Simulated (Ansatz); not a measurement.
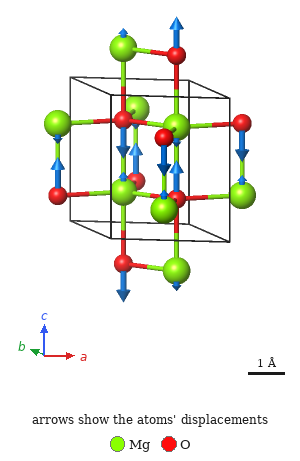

One vibrational mode of crystalline MgO relaxed at 18 GPa at the zone centre. The blue arrows give the relative displacements of the atoms. The picture is a ball-and-stick view of the cell of the calculation, seen slightly off an axis.

These are results of DFT PBEsol, scalar-relativistic, plane waves, PAW in Ansatz 0.2.0, not measurements. Set-up: plane-wave cutoff 420 eV; k-point mesh 12 × 12 × 6; occupations fixed; target pressure 18 GPa; no spin polarisation.

Frequencies are those without the non-analytic (LO–TO) term.

**Describe the mode and give its frequency.**

This is the B₁g mode at 621 cm⁻¹, the highest optical level, silent by symmetry (neither infrared- nor Raman-active). All motion is along c; atoms of one kind move against one another, with no net shift of any sublattice; of the bonds it mainly stretches Mg–O, some lengthening while others shorten; the kinetic energy is shared as O 88 %, Mg 12 %.
